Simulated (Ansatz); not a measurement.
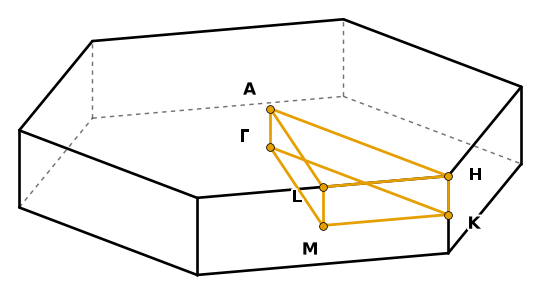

The figure shows the first Brillouin zone with its special points and a band path. Crystal: WS2, the end point of a relaxation with DFT PBE, scalar-relativistic, plane waves, PAW in Ansatz; the starting structure was generated, so it need not be a known form of this composition. Symmetry computed with spglib at a tolerance of 0.002 Å; standard conventional cell.

Labels and path follow the convention of Hinuma et al. (2017), as computed by seekpath.

Name the Bravais lattice of the crystal.

Answer. A primitive hexagonal lattice (hP; extended symbol hP2). The zone is a hexagonal prism in its combinatorial type: 8 faces (6 with 4 edges, 2 with 6 edges), 18 edges, 12 vertices.

In which order does the conventional band path visit the special points?

Answer. Γ–M–K–Γ–A–L–H–A | L–M | H–K
